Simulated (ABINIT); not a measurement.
Consider Al (slab).

Input

```
pp_dirpath "./"
pseudos "Al.GGA_PBE-JTH.xml"

acell 2.862339966 2.862339966 25.1199 Angstrom
rprim
     1.0000000000     0.0000000000     0.0000000000
     0.0000000000     1.0000000000     0.0000000000
     0.0000000000     0.0000000000     1.0000000000
ntypat 1
znucl 13
natom 6
typat 1 1 1 1 1 1
xcart
     2.7045193056     2.7045193056    14.1729459347
     0.0000000000     0.0000000000    17.9977138164
     2.7045193056     2.7045193056    21.8224816981
     0.0000000000     0.0000000000    25.6472495799
     2.7045193056     2.7045193056    29.4720174616
     0.0000000000     0.0000000000    33.2967853433
chkprim 0
chksymtnons 0
tolsym 1.0e-6

ecut 15.0
pawecutdg 30.0
pawxcdev 0

kptopt 1
ngkpt 9 9 1
nshiftk 1
shiftk 0.0 0.0 0.0

ixc 11

nband 13
occopt 3
tsmear 0.00183747

nstep 120
tolvrs 1.0e-9

iomode 3
prtwf 0
prteig 0
prtebands 0
enunit 2
prtvol 2
prtden 1
prtvha 1
prtvclmb 1
prtpot 1
```

Launched as:

```sh
mpirun --bind-to none -np 4 abinit run.abi > log 2>&1
```

All numbers below come from ABINIT 10.8.3, Kohn-Sham DFT of a periodic cell, PBE, JTH PAW PBE v2.0.

> What can the converged valence pseudo-density tell about the bonding?

Al–Al (2.86 Å): ρ is about 0.2 e/Å³ halfway.

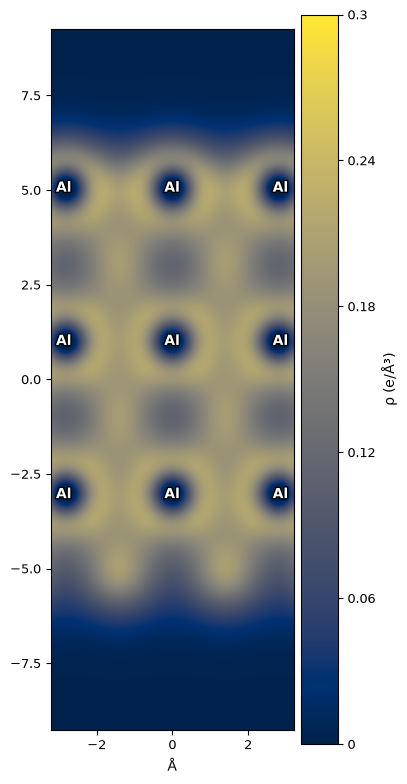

Computed valence pseudo-density on the (100) plane of the calculation cell, a cut from vacuum to vacuum. 
